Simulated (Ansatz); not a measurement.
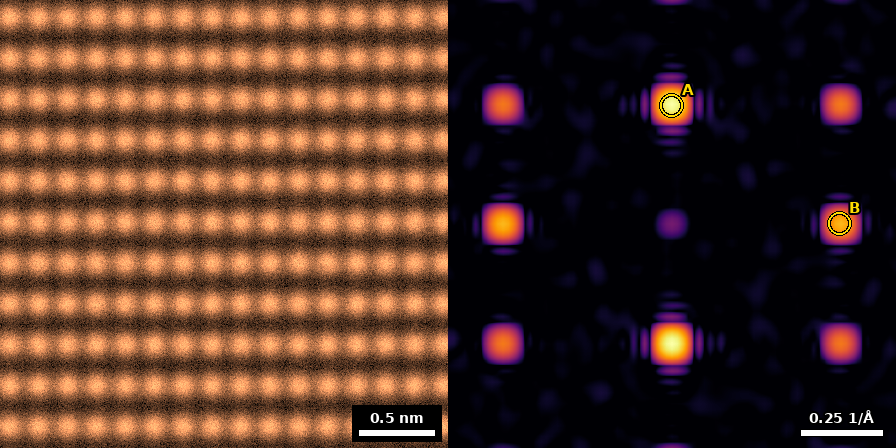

Integrated-DPC-like image of a crystal. Simulated as the projected potential of neutral atoms (B = 0.3 Å²) blurred by a 1.00 Å probe, the thin-sample limit of integrated differential phase contrast. The display is stretched by a gamma of 0.65; percentages refer to the linear signal. Shot noise was added.

The right panel is the modulus of the image's Fourier transform on a logarithmic scale.

**Which lattice spacings do the marked spots stand for, and what angle do A and B enclose?**

A: 2.7 Å, B: 1.9 Å; A and B enclose about 90°.

The crystal is Al (Pm-3m, No. 221) along [110]; the spots are (0 0 -1) and (1 -1 0). Atomic positions: the geometry given to an electronic-structure calculation, possibly off equilibrium; the starting structure was generated, so it need not be a known form of this composition.
